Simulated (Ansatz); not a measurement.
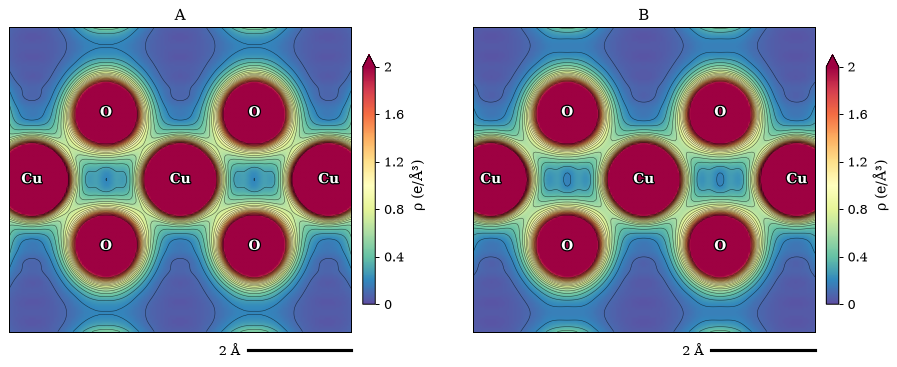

CuO. The valence electron density of two cells that differ in size and shape, on the (010) plane of each (indices in the axes of the calculation cell), at one length scale and on one colour scale: B has 11.2 Å³ an atom and A 10.5.

The calculation used Ansatz, Kohn-Sham DFT of a periodic cell, PBE, Ansatz PAW.

Core electrons are frozen (PAW), and the valence fields are smoothed inside the atomic spheres.

**What changes from the larger cell to the smaller?**

From the larger cell to the smaller, Cu–O goes from 1.96 to 1.92 Å, and the density at its midpoint from 0.64 to 0.69 e/Å³; the pressure goes from 0.0 to 10 GPa.
